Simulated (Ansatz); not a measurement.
# KCl (Sylvite): a many-body input that goes wrong, and its mend

Aim: the G0W0 gap of KCl (Sylvite). The first input has a fault.

Method: G0W0 on PBE, plane waves, PAW, in Ansatz 0.2.0.

## 1. The structure

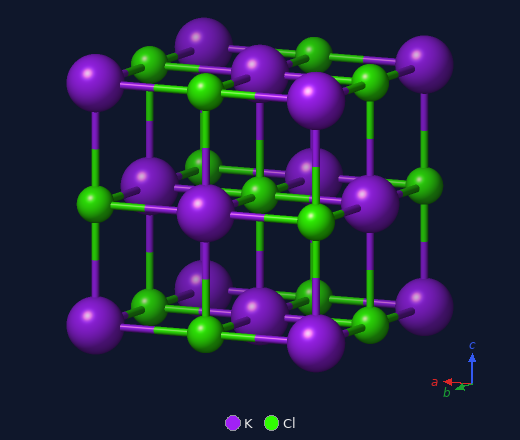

Start, viewed from a free direction; potassium purple, chlorine green. This picture shows the conventional cell, with its axes. Some periodic images of atoms are drawn too.

The cell and positions come from the Crystallography Open Database and are kept as given unless a step says otherwise. The default PAW set here is soft_2. Its files were made with PBE.

## 2. First try

The input, input.yaml:

```yaml
crystal:
  lattice:
    - [0.0, 3.14647, 3.14647]
    - [3.14647, 0.0, 3.14647]
    - [3.14647, 3.14647, 0.0]
  atoms:
    - { symbol: K, position: [0.0, 0.0, 0.0] }
    - { symbol: Cl, position: [0.5, 0.5, 0.5] }
kpoints:
  mp_grid: { grid: [4, 4, 4] }
hamiltonian:
  xc: pbe
scf:
  occupations: { method: fixed }
gw:
  n_empty_bands: 65
  ecut_chi: 60
  qp_bands: [v2, c2]
  qp_kpoints: band_edges
  screening: { model: contour_deformation }
  plasmon_pole_fit_frequency: 20
```

Command:

```bash
$ ansatz run input.yaml --threads 3 --pin off --max-ram 92160MiB --backend cpu --events-out ev --progress --plain --runs-dir out
```

Numbers of over 12 decimals in the logs are rounded to 6 here.

Log:

```text
Error: inconsistent input (gw.plasmon_pole_fit_frequency, gw.screening.model): the fit frequency is the Godby–Needs plasmon-pole model's, and contour deformation fits no pole — remove gw.plasmon_pole_fit_frequency, or set gw.screening.model: godby_needs
```

Run time: 0.04 s. Hardware: 3 threads of AMD EPYC 7R13 (Zen 3), shared host; peak memory 0.038 GiB.

Q: What is the fault?

The program refused the input before any cycle.

The program's message: “Error: inconsistent input (gw.plasmon_pole_fit_frequency, gw.screening.model): the fit frequency is the Godby–Needs plasmon-pole model's, and contour deformation fits no pole — remove gw.plasmon_pole_ …”

The fault: fit frequency beside contour deformation. Contour deformation fits no pole, so the key has no meaning there.

## 3. A better input

G0W0 replaces the xc potential by the self-energy, built once from these orbitals. Only a window of levels is corrected, while the sums run over the empty bands that the input names.

Changes to input.yaml since step 2:

```diff
@@ -15,4 +15,4 @@
 gw:
-  n_empty_bands: 65
-  ecut_chi: 60
+  n_empty_bands: 259
+  ecut_chi: 150
   qp_bands: [v2, c2]
@@ -20,2 +20 @@
   screening: { model: contour_deformation }
-  plasmon_pole_fit_frequency: 20
```

Command:

```bash
$ ansatz run input.yaml --threads 3 --pin off --max-ram 92160MiB --backend cuda --events-out ev --progress --plain --runs-dir out --devices 1 --max-vram 13GiB
```

Log:

```text
GPUs: using 1 of 1 available (devices: 1).
[...]
device memory: the entry about to start is reckoned to put 0.8 GiB on a device that reports 50.1 GiB free (of which the cap on the GPU budget leaves the run 13.0 GiB)
GPU FFT provider: cuFFT
GPU libraries: cuBLAS 13.8.2, cuFFT 12.4.0, cuSOLVER 12.3.4
Crystal: 2 atoms, lattice volume = 62.302 Å³
Basis set: ecut = 420 eV, 1243 PW (Γ)
Bands: 12, of which v1, the nominal top of the filled ones, is band 8 counted from 1 (7 counted from 0)
Symmetry: 48 space group operations
[...]
k-points: 8 of 64
[...]
GPU buffer pool allocated for 27000 grid points (all kernels)
GPU transforms: local potential and band sums: pruned to the plane-wave sphere, on 30×30×30
[...]
SCF iter   1: F=—  HF=-2621.220130 eV  |F-HF|=—  |Δ(HF+E_count)|=         —  Δρ=2.11e-4  dr2=1.54e-5  ethr=1.77e-3  ⟨swp⟩=4.4  Hψ=520  notcnv=0  defer=12
[...]
0     7      0.8537   -20.8086     2.3638   -16.3627  0.7998    -1.2826    -1.2284  root
     0     8      0.8537   -20.8086     2.3638   -16.3627  0.7998    -1.2826    -1.2284  root
     0     9      6.0426    -4.2173    -3.0337    -7.9235  0.8679     6.7182     6.7151  root
     0    10      9.2168    -4.2390    -3.3929    -9.1828  0.8601    10.7891    10.7676  root
     1     7      0.6853   -20.4939     2.3848   -16.0092  0.7993    -1.4714    -1.4145  root
     1     8      0.6853   -20.4939     2.3848   -16.0092  0.7993    -1.4714    -1.4145  root
     1     9      7.2988    -4.8886    -3.1070    -8.7549  0.8604     8.0625     8.0581  root
     1    10      9.0094    -4.2258    -3.3019    -8.8044  0.8575    10.3010    10.2861  root
[...]
7     7      0.3817   -20.1252     2.4346   -15.5257  0.8000    -1.8467    -1.7833  root
     7     8      0.3817   -20.1252     2.4346   -15.5257  0.8000    -1.8467    -1.7833  root
     7     9      8.8818    -4.2775    -3.2537    -8.6986  0.8564    10.0617    10.0492  root
     7    10      8.8818    -4.2775    -3.2537    -8.6986  0.8564    10.0617    10.0492  root
[key lines of the parts left out:]
SCF converged after 6 iterations
Free energy (F): -2621.219872 eV
Fermi energy:    0.853681 eV
```

Elapsed: 12 s, on 1 × NVIDIA H100 80GB HBM3 (shared by 6 runs) with 3 threads; peak memory 1.1 GiB; 11 s of CPU time.

Reading the cycles: dr2 is the Hartree energy of the density residual (eV), the measure of convergence; HF is the Harris–Foulkes estimate of the energy, which meets the free energy F at convergence.

This step gave:

```yaml
bands_summed: 267
rpa_eps_infinity_on_this_mesh_eigenvalues: 2.173, 2.173, 2.173
plane_waves_in_the_screening_matrix: 259
q_points_in_the_mesh: 64
g0w0_gap_on_the_mesh: 7.943 eV
k_of_the_valence_top: 0, 0, 0
k_of_the_conduction_bottom: 0, 0, 0
starting_gap_on_the_mesh: 5.189 eV
z_at_the_valence_top: 0.7998
z_at_the_conduction_bottom: 0.8679
least_direct_g0w0_gap_on_the_computed_points: 7.943 eV
```

The gap on the mesh goes from 5.19 eV to 7.94 eV, a correction of +2.75 eV. Between the two edge states, bare exchange in place of the xc potential would open the gap by 8.15 eV, and correlation takes back 5.40 eV.

## 4. Outcome

```json
{
 "first try": "refused after 0.04 s",
 "better run": "G0W0 gap on the mesh 7.94 eV (4×4×4 mesh, 259 empty bands, screening to 150 eV)"
}
```

The second run differs in: empty bands, screening cutoff (eV) and plasmon pole fit frequency. Bands and cutoff are finite, so the gap is not at the basis limit. The miss can reach some tenths of an eV and take either sign; the mesh is an error of its own.

[Paths, hosts, dates, memory and timing lines, banners, echoed tables and standing remarks are left out of the program output.]

[Logs are printed without paths, hosts, clocks, repeated set-up lines and the standing remarks that a program may print on its own settings, such as how far it seeks lower states.]

[Runs of the session that timed out or met a known fault of the program may be left out.]

[Cells called generated may have been cut or substituted from an entry of the Crystallography Open Database or the Materials Project.]

[Hosts, paths, dates, database ids (printed as entryN), source tags and the programs' standing remarks are cut or masked in the printed files.]
